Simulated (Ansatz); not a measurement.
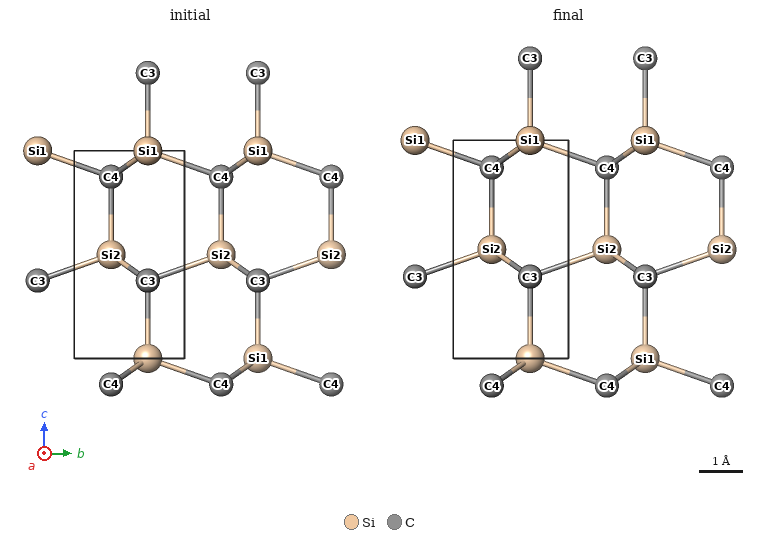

The structure of crystalline SiC (built on the wurtzite type) before (left) and after (right) a relaxation, at one scale.

Style: ball-and-stick. Shown: the cell of the calculation, repeated 1 × 2 × 1 with one cell outlined, along the a axis.

The calculation used Ansatz 0.2.0, DFT, PBE, plane waves, PAW. Set-up: plane-wave cutoff 420 eV; k-point mesh 12 × 12 × 6; occupations fermi dirac; smearing width 0.02 eV; no spin polarisation; cell and atoms relaxed; force threshold 0.005 eV/Å.

### What changed between the two?

After 6 accepted moves (8 points after the start) the energy has fallen by 0.580 eV per cell of the calculation. The largest force component goes from 0.17 to 0.00057 eV/Å. Pressure: 38.35 GPa at the start and 0.02 GPa at the end. The SCF was repeated twice at an unchanged geometry on a basis and grid sized afresh for the cell, which shifted the energy by 18.9 meV per cell of the calculation at most. No atom moves by more than 0.005 Å relative to the cell. The volume changes by +14.7 %, with a = b 2.958 → 3.092 Å (+4.5 %), c 4.831 → 5.074 Å (+5.0 %). Some distances before and after: Si1–C3 1.812 → 1.907 Å, Si1–C4 1.812 → 1.893 Å. The space group stays P6_3mc (No. 186).
